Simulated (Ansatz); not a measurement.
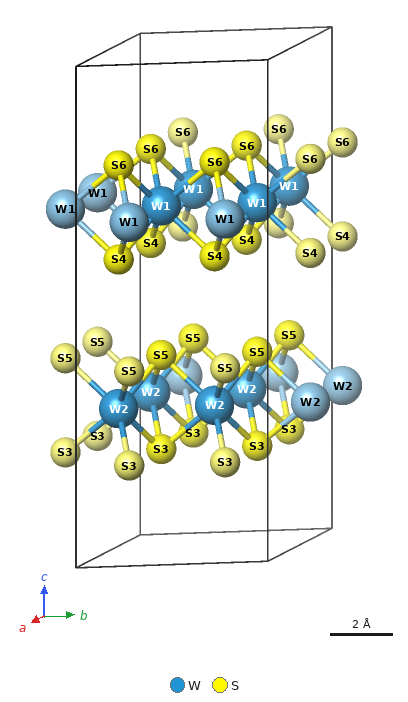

Fig. 1: The input geometry (ball-and-stick view of the 2 × 2 repeat of the cell, with the vacuum cut short, seen slightly off an axis; neighbours outside the cell are drawn fainter; atoms are numbered from 1 in the order of the input). An atom can appear more than once, as a periodic image. Near neighbours in the periodic cell (some may lie outside the picture): W has 6 S at 2.41 Å; S has 3 W at 2.41 Å.

# Run report: WS2, geometry relaxation (part 1 of 2)

WS2 (P-3m1, 6 atoms in the cell), computed with DFT PBEsol, scalar-relativistic, plane waves, PAW, no spin polarisation (Ansatz 0.2.0).

The structure derives from a Materials Project entry. Figures and captions count atoms from 1; the log counts them from 0 in places.

The program's output
```
Engine: ansatz 0.2.0, x86_64-unknown-linux-gnu
Pseudopotentials: kind: paw
Pseudopotential: W, paw, valence charge 14, recommended cutoff 420 eV (normal), W.paw.azcp
Pseudopotential: S, paw, valence charge 6, recommended cutoff 420 eV (normal), S.paw.azcp
Functional definition: PBEsol
  exchange = pbesol_x
  correlation = pbesol_c
Crystal: 6 atoms, lattice volume = 207.700 Å³
Basis set: ecut = 420 eV, 4099 PW (Γ), exchange–correlation on 48×48×320 points (8 copies of the dense FFT grid, shifted against one another)
Bands: 32, of which v1, the nominal top of the filled ones, is band 26 counted from 1 (25 counted from 0)
Symmetry: 12 space group operations
Space group: P-3m1 (ITA 164), of the structure as read, at distance tolerance 5.9e-5 Å
k-points: 38 of 288
Non-local potential: W, projectors of the file, l = 0: 3, l = 1: 2, l = 2: 2, l = 3: 1
Non-local potential: S, projectors of the file, l = 0: 2, l = 1: 2, l = 2: 2
PAW form: soft (Blöchl's): semilocal exchange-correlation on the pseudo side does not see the compensation charge
PAW frozen core: W, regenerated for the run's functional, and the local potential with it (the file was generated under x = pbe(κ = 0.804, μ = 0.2195149727645171), c = pbe(β = 0.06672455060314922))
PAW frozen core: S, regenerated for the run's functional, and the local potential with it (the file was generated under x = pbe(κ = 0.804, μ = 0.2195149727645171), c = pbe(β = 0.06672455060314922))
PAW one-centre angular grid: W, 590 points (default); XC on 64 Gauss nodes
PAW one-centre angular grid: S, 110 points (default); XC on 64 Gauss nodes
Initial density: superposition of atomic densities (neutral atoms: chi_scale 0, normalization atom), corrected by the library's trained network
Initial wavefunctions: pseudopotential atomic-orbital guess
Functional: x = pbesol(κ = 0.804, μ = 0.12345679012345678), c = pbesol(β = 0.046)
SCF iter   1: F=—  HF=-24058.124832 eV  |F-HF|=—  |Δ(HF+E_count)|=         —  Δρ=6.55e-3  dr2=2.07e-1  ethr=1.77e-3  ⟨swp⟩=8.6  Hψ=6479  notcnv=0
preconditioner: auto → none  [insulator: Δε(μ)=1.348 eV  Ē_g=8.277 eV  σ=0.020 eV  W_gap=1.00  n_scr=16 (ndim 8)  ℏωp=15.5 eV  f_vac=0.458  D(μ)=0.00/eV (n_scr^D=0)  ε∞_Penn≈4.5]
SCF iter   2: F=—  HF=-24058.228845 eV  |F-HF|=—  |Δ(HF+E_count)|=   1.04e-1  Δρ=9.51e-3  dr2=9.09e-1  ethr=3.98e-4  ⟨swp⟩=3.9  Hψ=2938  notcnv=0  defer=52  recentre
SCF iter   3: F=—  HF=-24058.103148 eV  |F-HF|=—  |Δ(HF+E_count)|=   1.26e-1  Δρ=2.78e-3  dr2=4.75e-2  ethr=3.98e-4  ⟨swp⟩=3.5  Hψ=2243  notcnv=0  defer=52
SCF iter   4: F=—  HF=-24058.100764 eV  |F-HF|=—  |Δ(HF+E_count)|=   2.38e-3  Δρ=1.97e-3  dr2=7.12e-3  ethr=9.14e-5  ⟨swp⟩=2.9  Hψ=1847  notcnv=0  defer=50
SCF iter   5: F=—  HF=-24058.103823 eV  |F-HF|=—  |Δ(HF+E_count)|=   3.06e-3  Δρ=7.46e-4  dr2=3.15e-4  ethr=1.37e-5  ⟨swp⟩=2.2  Hψ=1845  notcnv=0  defer=50
SCF iter   6: F=—  HF=-24058.104524 eV  |F-HF|=—  |Δ(HF+E_count)|=   7.00e-4  Δρ=2.21e-4  dr2=4.37e-5  ethr=6.06e-7  ⟨swp⟩=2.1  Hψ=1889  notcnv=0  defer=50
SCF iter   7: F=—  HF=-24058.104347 eV  |F-HF|=—  |Δ(HF+E_count)|=   1.76e-4  Δρ=2.98e-5  dr2=1.87e-6  ethr=8.40e-8  ⟨swp⟩=2.1  Hψ=1816  notcnv=0  defer=50
iter 8 did not close the SCF: its close was put off until two iterations running show no level that it waits for move by more than its bar (scf_convergence_deferred on its scf_iter line)
SCF iter   8: F=-24058.104349 eV  HF=-24058.104349 eV  |F-HF|=8.32e-8  |Δ(HF+E_count)|=   1.25e-6  Δρ=8.60e-6  dr2=9.86e-8  ethr=1.92e-10  ⟨swp⟩=16.0  Hψ=12154  notcnv=0
iter 9 did not close the SCF: its close was put off until two iterations running show no level that it waits for move by more than its bar (scf_convergence_deferred on its scf_iter line)
SCF iter   9: F=-24058.104349 eV  HF=-24058.104349 eV  |F-HF|=4.28e-9  |Δ(HF+E_count)|=   1.12e-7  Δρ=1.38e-6  dr2=1.60e-8  ethr=1.90e-10  ⟨swp⟩=8.8  Hψ=9399  notcnv=0
SCF iter  10: F=-24058.104349 eV  HF=-24058.104349 eV  |F-HF|=1.14e-9  |Δ(HF+E_count)|=   7.73e-9  Δρ=3.03e-7  dr2=3.20e-10  ethr=3.08e-11  ⟨swp⟩=8.1  Hψ=8356  notcnv=0
SCF 1 converged in 10 iterations: F = -24058.104349 eV  dr2 = 3.20e-10
  greatest PAW one-centre occupation: 1.000 electrons in one spin orbital (limit 2), on the W atom at site 1 (counted from 0), in its partial waves of l = 0
relax step   1: F+E_penalty+E_count = -24058.10434869 eV  Δ(F+E_penalty+E_count) = +0.000e0 eV  max|allowed force component| = 1.147e-1 eV/Å  Δτ_max = 0.0000 Å  P = -1.509 GPa  Ω = 207.700 Å³  (10 SCF iters, dr2 threshold 1.00e-7 eV, accepted)
Crystal: 6 atoms, lattice volume = 196.207 Å³
Basis set: ecut = 420 eV, 3823 PW (Γ), exchange–correlation on 48×48×320 points (8 copies of the dense FFT grid, shifted against one another)
Initial density: handed on by an earlier stage of this run
Initial wavefunctions: those handed on with the density
iter 1 solved again at ethr=2.02e-4 eV; its pass at ethr=3.10e-3 eV (dr2=1.05e-1 eV) is discarded
SCF iter   1: F=—  HF=-24058.104192 eV  |F-HF|=—  |Δ(HF+E_count)|=         —  Δρ=6.09e-3  dr2=1.09e-1  ethr=2.02e-4  ⟨swp⟩=2.4  Hψ=8152  notcnv=0
preconditioner: auto → none  [insulator: Δε(μ)=1.581 eV  Ē_g=8.530 eV  σ=0.020 eV  W_gap=1.00  n_scr=16 (ndim 8)  ℏωp=15.9 eV  f_vac=0.458  D(μ)=0.00/eV (n_scr^D=0)  ε∞_Penn≈4.5]
SCF iter   2: F=—  HF=-24058.153891 eV  |F-HF|=—  |Δ(HF+E_count)|=   4.97e-2  Δρ=6.27e-3  dr2=6.24e-1  ethr=2.02e-4  ⟨swp⟩=5.6  Hψ=2913  notcnv=0  defer=8  recentre
SCF iter   3: F=—  HF=-24058.093758 eV  |F-HF|=—  |Δ(HF+E_count)|=   6.01e-2  Δρ=4.41e-3  dr2=8.21e-2  ethr=2.02e-4  ⟨swp⟩=5.2  Hψ=2629  notcnv=0  defer=48
SCF iter   4: F=—  HF=-24058.085834 eV  |F-HF|=—  |Δ(HF+E_count)|=   7.92e-3  Δρ=2.17e-3  dr2=1.41e-2  ethr=1.58e-4  ⟨swp⟩=3.4  Hψ=1851  notcnv=0  defer=62
SCF iter   5: F=—  HF=-24058.084129 eV  |F-HF|=—  |Δ(HF+E_count)|=   1.70e-3  Δρ=8.30e-4  dr2=5.95e-4  ethr=2.71e-5  ⟨swp⟩=2.8  Hψ=1897  notcnv=0  defer=62
SCF iter   6: F=—  HF=-24058.083920 eV  |F-HF|=—  |Δ(HF+E_count)|=   2.09e-4  Δρ=1.52e-4  dr2=3.34e-5  ethr=1.14e-6  ⟨swp⟩=2.9  Hψ=2747  notcnv=0  defer=54
SCF iter   7: F=—  HF=-24058.083917 eV  |F-HF|=—  |Δ(HF+E_count)|=   3.71e-6  Δρ=4.74e-5  dr2=2.10e-6  ethr=6.42e-8  ⟨swp⟩=2.8  Hψ=2098  notcnv=0  defer=54
SCF iter   8: F=-24058.083917 eV  HF=-24058.083917 eV  |F-HF|=4.73e-9  |Δ(HF+E_count)|=   4.28e-8  Δρ=1.03e-5  dr2=6.38e-8  ethr=1.15e-9  ⟨swp⟩=19.6  Hψ=12445  notcnv=0
SCF 2 converged in 8 iterations: F = -24058.083917 eV  dr2 = 6.38e-8
relax step   2: F+E_penalty+E_count = -24058.08391658 eV  Δ(F+E_penalty+E_count) = +2.043e-2 eV  max|allowed force component| = 2.191e-1 eV/Å  Δτ_max = 0.1053 Å  P = +1.054 GPa  Ω = 196.207 Å³  energy of the carried Pulay correction = +9.505e-4 eV  (8 SCF iters, dr2 threshold 6.00e-7 eV, rejected (line search))
Crystal: 6 atoms, lattice volume = 202.577 Å³
Basis set: ecut = 420 eV, 3931 PW (Γ), exchange–correlation on 48×48×320 points (8 copies of the dense FFT grid, shifted against one another)
iter 1 solved again at ethr=5.78e-5 eV; its pass at ethr=3.10e-3 eV (dr2=3.01e-2 eV) is discarded
SCF iter   1: F=—  HF=-24058.139937 eV  |F-HF|=—  |Δ(HF+E_count)|=         —  Δρ=2.90e-3  dr2=2.84e-2  ethr=5.78e-5  ⟨swp⟩=2.2  Hψ=7654  notcnv=0
preconditioner: auto → none  [insulator: Δε(μ)=1.571 eV  Ē_g=8.456 eV  σ=0.020 eV  W_gap=1.00  n_scr=16 (ndim 8)  ℏωp=15.7 eV  f_vac=0.458  D(μ)=0.00/eV (n_scr^D=0)  ε∞_Penn≈4.4]
SCF iter   2: F=—  HF=-24058.150938 eV  |F-HF|=—  |Δ(HF+E_count)|=   1.10e-2  Δρ=3.09e-3  dr2=1.41e-1  ethr=5.47e-5  ⟨swp⟩=4.9  Hψ=2752  notcnv=0  defer=6  recentre
SCF iter   3: F=—  HF=-24058.137067 eV  |F-HF|=—  |Δ(HF+E_count)|=   1.39e-2  Δρ=2.05e-3  dr2=2.04e-2  ethr=5.47e-5  ⟨swp⟩=4.4  Hψ=2449  notcnv=0  defer=4
SCF iter   4: F=—  HF=-24058.135101 eV  |F-HF|=—  |Δ(HF+E_count)|=   1.97e-3  Δρ=9.93e-4  dr2=3.63e-3  ethr=3.93e-5  ⟨swp⟩=3.3  Hψ=1899  notcnv=0  defer=26
SCF iter   5: F=—  HF=-24058.134665 eV  |F-HF|=—  |Δ(HF+E_count)|=   4.36e-4  Δρ=4.48e-4  dr2=1.74e-4  ethr=6.99e-6  ⟨swp⟩=2.4  Hψ=1665  notcnv=0  defer=24
SCF iter   6: F=—  HF=-24058.134640 eV  |F-HF|=—  |Δ(HF+E_count)|=   2.55e-5  Δρ=8.66e-5  dr2=1.70e-5  ethr=3.35e-7  ⟨swp⟩=2.1  Hψ=1984  notcnv=0  defer=18
SCF iter   7: F=—  HF=-24058.134655 eV  |F-HF|=—  |Δ(HF+E_count)|=   1.54e-5  Δρ=2.43e-5  dr2=1.35e-6  ethr=3.27e-8  ⟨swp⟩=2.2  Hψ=2093  notcnv=0  defer=18
SCF iter   8: F=—  HF=-24058.134554 eV  |F-HF|=—  |Δ(HF+E_count)|=   1.01e-4  Δρ=6.13e-6  dr2=7.60e-8  ethr=2.59e-9  ⟨swp⟩=2.8  Hψ=2339  notcnv=0  defer=18
SCF iter   9: F=—  HF=-24058.134554 eV  |F-HF|=—  |Δ(HF+E_count)|=   3.10e-9  Δρ=9.31e-7  dr2=1.53e-9  ethr=1.46e-10  ⟨swp⟩=2.5  Hψ=1937  notcnv=0  defer=18
SCF iter  10: F=—  HF=-24058.134554 eV  |F-HF|=—  |Δ(HF+E_count)|=  4.29e-10  Δρ=2.62e-7  dr2=1.71e-10  ethr=2.94e-12  ⟨swp⟩=2.8  Hψ=2636  notcnv=0  defer=18
SCF iter  11: F=—  HF=-24058.134554 eV  |F-HF|=—  |Δ(HF+E_count)|=  7.28e-12  Δρ=1.71e-7  dr2=1.67e-10  ethr=1.00e-12  ⟨swp⟩=11.7  Hψ=8042  notcnv=0
SCF iter  12: F=-24058.134554 eV  HF=-24058.134554 eV  |F-HF|=0.00e0  |Δ(HF+E_count)|=    0.00e0  Δρ=4.27e-8  dr2=4.26e-12  ethr=1.00e-12  ⟨swp⟩=7.0  Hψ=7272  notcnv=0
SCF 3 converged in 12 iterations: F = -24058.134554 eV  dr2 = 4.26e-12
relax step   3: F+E_penalty+E_count = -24058.13455367 eV  Δ(F+E_penalty+E_count) = -3.020e-2 eV  max|allowed force component| = 5.466e-2 eV/Å  Δτ_max = 0.0519 Å  P = -0.232 GPa  Ω = 202.577 Å³  energy of the carried Pulay correction = +4.171e-4 eV  (12 SCF iters, accepted)
Crystal: 6 atoms, lattice volume = 201.931 Å³
iter 1 solved again at ethr=1.75e-5 eV; its pass at ethr=3.10e-3 eV (dr2=9.08e-3 eV) is discarded
SCF iter   1: F=—  HF=-24058.136738 eV  |F-HF|=—  |Δ(HF+E_count)|=         —  Δρ=2.30e-3  dr2=9.01e-3  ethr=1.75e-5  ⟨swp⟩=3.4  Hψ=6853  notcnv=0
preconditioner: auto → none  [insulator: Δε(μ)=1.527 eV  Ē_g=8.465 eV  σ=0.020 eV  W_gap=1.00  n_scr=16 (ndim 8)  ℏωp=15.7 eV  f_vac=0.460  D(μ)=0.00/eV (n_scr^D=0)  ε∞_Penn≈4.4]
SCF iter   2: F=—  HF=-24058.142458 eV  |F-HF|=—  |Δ(HF+E_count)|=   5.72e-3  Δρ=1.63e-3  dr2=7.60e-2  ethr=1.73e-5  ⟨swp⟩=3.7  Hψ=2435  notcnv=0  defer=8  recentre
SCF iter   3: F=—  HF=-24058.136252 eV  |F-HF|=—  |Δ(HF+E_count)|=   6.21e-3  Δρ=1.75e-3  dr2=7.98e-3  ethr=1.73e-5  ⟨swp⟩=4.0  Hψ=2464  notcnv=0  defer=8
SCF iter   4: F=—  HF=-24058.135566 eV  |F-HF|=—  |Δ(HF+E_count)|=   6.86e-4  Δρ=1.31e-3  dr2=1.54e-3  ethr=1.53e-5  ⟨swp⟩=2.1  Hψ=1388  notcnv=0  defer=8
SCF iter   5: F=—  HF=-24058.135271 eV  |F-HF|=—  |Δ(HF+E_count)|=   2.95e-4  Δρ=3.77e-4  dr2=1.07e-4  ethr=2.96e-6  ⟨swp⟩=2.5  Hψ=2099  notcnv=0
SCF iter   6: F=—  HF=-24058.135248 eV  |F-HF|=—  |Δ(HF+E_count)|=   2.25e-5  Δρ=8.40e-5  dr2=1.11e-5  ethr=2.07e-7  ⟨swp⟩=2.6  Hψ=1872  notcnv=0
SCF iter   7: F=—  HF=-24058.135247 eV  |F-HF|=—  |Δ(HF+E_count)|=   6.45e-7  Δρ=1.88e-5  dr2=4.50e-7  ethr=2.14e-8  ⟨swp⟩=2.5  Hψ=1976  notcnv=0
SCF iter   8: F=-24058.135247 eV  HF=-24058.135247 eV  |F-HF|=1.21e-7  |Δ(HF+E_count)|=   4.71e-8  Δρ=7.65e-6  dr2=1.55e-7  ethr=4.12e-10  ⟨swp⟩=14.8  Hψ=11345  notcnv=0
SCF 4 converged in 8 iterations: F = -24058.135247 eV  dr2 = 1.55e-7
relax step   4: F+E_penalty+E_count = -24058.13524732 eV  Δ(F+E_penalty+E_count) = -6.936e-4 eV  max|allowed force component| = 1.196e-2 eV/Å  Δτ_max = 0.0291 Å  P = -0.015 GPa  Ω = 201.931 Å³  energy of the carried Pulay correction = +4.705e-4 eV  (8 SCF iters, dr2 threshold 2.14e-7 eV, accepted)
Crystal: 6 atoms, lattice volume = 201.989 Å³
iter 1 solved again at ethr=4.60e-9 eV; its pass at ethr=3.10e-3 eV (dr2=2.39e-6 eV) is discarded
SCF iter   1: F=—  HF=-24058.135173 eV  |F-HF|=—  |Δ(HF+E_count)|=         —  Δρ=3.72e-5  dr2=2.34e-6  ethr=4.60e-9  ⟨swp⟩=3.3  Hψ=7065  notcnv=0
preconditioner: auto → none  [insulator: Δε(μ)=1.525 eV  Ē_g=8.466 eV  σ=0.020 eV  W_gap=1.00  n_scr=16 (ndim 8)  ℏωp=15.7 eV  f_vac=0.460  D(μ)=0.00/eV (n_scr^D=0)  ε∞_Penn≈4.4]
SCF iter   2: F=—  HF=-24058.135260 eV  |F-HF|=—  |Δ(HF+E_count)|=   8.71e-5  Δρ=1.57e-5  dr2=4.85e-7  ethr=4.49e-9  ⟨swp⟩=2.0  Hψ=1748  notcnv=0
SCF iter   3: F=—  HF=-24058.135260 eV  |F-HF|=—  |Δ(HF+E_count)|=   3.00e-7  Δρ=1.40e-5  dr2=3.83e-6  ethr=9.32e-10  ⟨swp⟩=3.0  Hψ=2408  notcnv=0  recentre
SCF iter   4: F=—  HF=-24058.135260 eV  |F-HF|=—  |Δ(HF+E_count)|=   3.49e-7  Δρ=6.18e-6  dr2=4.11e-7  ethr=9.32e-10  ⟨swp⟩=3.2  Hψ=2375  notcnv=0
SCF iter   5: F=—  HF=-24058.135260 eV  |F-HF|=—  |Δ(HF+E_count)|=   3.37e-8  Δρ=3.70e-6  dr2=4.53e-8  ethr=7.89e-10  ⟨swp⟩=2.0  Hψ=1503  notcnv=0
SCF iter   6: F=-24058.135260 eV  HF=-24058.135260 eV  |F-HF|=5.17e-10  |Δ(HF+E_count)|=   5.20e-9  Δρ=1.38e-6  dr2=2.03e-9  ethr=1.72e-11  ⟨swp⟩=8.9  Hψ=9289  notcnv=0
SCF 5 converged in 6 iterations: F = -24058.135260 eV  dr2 = 2.03e-9
relax step   5: F+E_penalty+E_count = -24058.13526008 eV  Δ(F+E_penalty+E_count) = -1.277e-5 eV  max|allowed force component| = 1.551e-3 eV/Å  Δτ_max = 0.0007 Å  P = -0.002 GPa  Ω = 201.989 Å³  energy of the carried Pulay correction = +4.656e-4 eV  (6 SCF iters, dr2 threshold 8.94e-9 eV, accepted)
Initial wavefunctions: pseudopotential atomic-orbital guess (no wavefunctions were taken with the density)
iter 1 solved again at ethr=3.14e-7 eV; its pass at ethr=3.10e-3 eV (dr2=1.63e-4 eV) is discarded
SCF iter   1: F=—  HF=-24058.134818 eV  |F-HF|=—  |Δ(HF+E_count)|=         —  Δρ=2.93e-5  dr2=2.47e-7  ethr=3.14e-7  ⟨swp⟩=4.3  Hψ=10676  notcnv=0
SCF iter   2: F=—  HF=-24058.134807 eV  |F-HF|=—  |Δ(HF+E_count)|=   1.14e-5  Δρ=1.43e-5  dr2=6.00e-8  ethr=4.75e-10  ⟨swp⟩=3.5  Hψ=2939  notcnv=0
SCF iter   3: F=—  HF=-24058.134807 eV  |F-HF|=—  |Δ(HF+E_count)|=   4.30e-8  Δρ=3.91e-6  dr2=1.51e-7  ethr=1.15e-10  ⟨swp⟩=2.0  Hψ=2204  notcnv=0  recentre
SCF iter   4: F=—  HF=-24058.134807 eV  |F-HF|=—  |Δ(HF+E_count)|=   2.37e-8  Δρ=1.53e-6  dr2=1.05e-8  ethr=1.15e-10  ⟨swp⟩=2.0  Hψ=1744  notcnv=0
SCF iter   5: F=—  HF=-24058.134807 eV  |F-HF|=—  |Δ(HF+E_count)|=  2.18e-10  Δρ=9.19e-7  dr2=9.40e-9  ethr=2.03e-11  ⟨swp⟩=2.6  Hψ=1912  notcnv=0
SCF iter   6: F=—  HF=-24058.134807 eV  |F-HF|=—  |Δ(HF+E_count)|=  8.33e-10  Δρ=6.06e-7  dr2=3.77e-10  ethr=1.81e-11  ⟨swp⟩=1.8  Hψ=1417  notcnv=0
SCF iter   7: F=-24058.134807 eV  HF=-24058.134807 eV  |F-HF|=3.27e-11  |Δ(HF+E_count)|=  3.64e-12  Δρ=1.46e-7  dr2=2.62e-11  ethr=1.00e-12  ⟨swp⟩=7.4  Hψ=8360  notcnv=0
SCF 6 converged in 7 iterations: F = -24058.134807 eV  dr2 = 2.62e-11
relax step   6: F+E_penalty+E_count = -24058.13480690 eV  Δ(F+E_penalty+E_count) = +4.532e-4 eV  max|allowed force component| = 1.456e-3 eV/Å  Δτ_max = 0.0000 Å  P = -0.002 GPa  Ω = 201.989 Å³  stress off target by 6.32e-3 GPa  SCF on the basis re-selected at this cell (its energy is not comparable with the rows above)  (7 SCF iters)
```

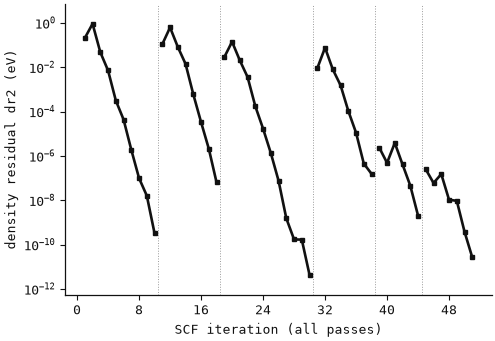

Fig. 2: Convergence of the self-consistent field: density residual dr2 against the SCF iteration. The dotted lines part the SCF passes of the relaxation: geometry steps, rejected trials and re-solves on a re-selected basis. The 6 passes take 6 to 12 iterations each, 51 in all.

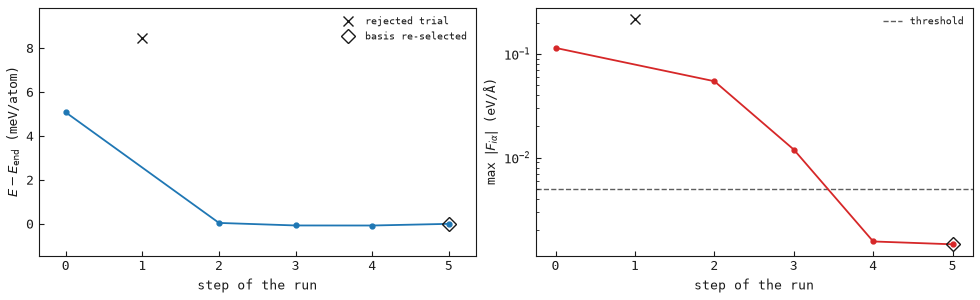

Fig. 3: Progress of the relaxation, step by step (the first geometry is step 0 here and step 1 in the log).
